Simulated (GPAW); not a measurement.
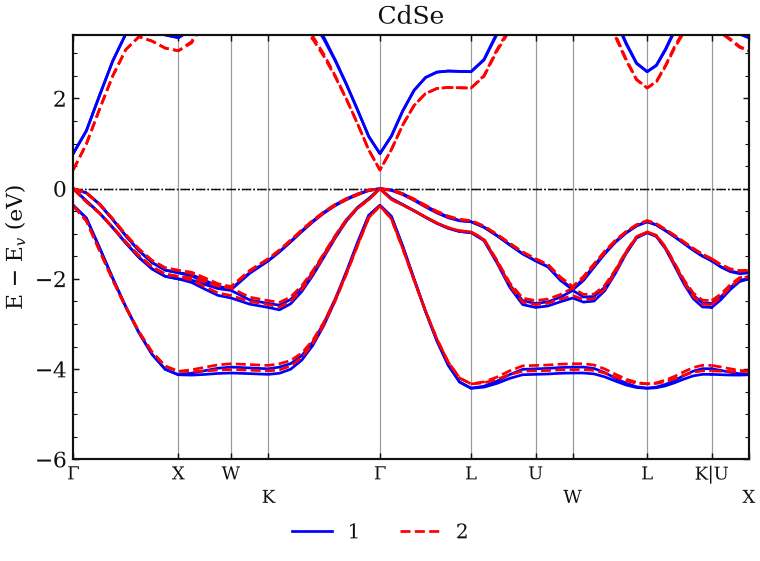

Band structures of zincblende CdSe, space group F-43m (No. 216), 2 atoms in the primitive cell (cubic a = 6.141 Å), by two methods on the same cell. Each is counted from its own valence-band top.

Question: Which curve is which? The methods: optPBE-vdW+SOC, r4SCAN+SOC.

Answer: 1 is r4SCAN+SOC; 2 is optPBE-vdW+SOC. r4SCAN+SOC gives a gap of 0.78 eV along the path and optPBE-vdW+SOC gives a gap of 0.41 eV along the path.

Settings. r4SCAN+SOC: GPAW PAW data sets (gpaw-data 1.2.1), spin-orbit coupling, no magnetisation, 6×6×6 k mesh, 600 eV cutoff, Fermi-Dirac smearing of 0.05 eV (GPAW). optPBE-vdW+SOC: GPAW PAW data sets (gpaw-data 1.2.1), spin-orbit coupling, no magnetisation, 6×6×6 k mesh, 600 eV cutoff, Fermi-Dirac smearing of 0.05 eV (GPAW).

Spin-orbit coupling was added after a scalar SCF, so levels and gaps hold it while energy, forces, pressure and moments don't. This program's spin-orbit splittings come out too wide for heavy elements. The PAW data sets were made with another functional. LDA, GGA and most meta-GGA functionals understate gaps. The usual form of CdSe is wurtzite, though both occur.
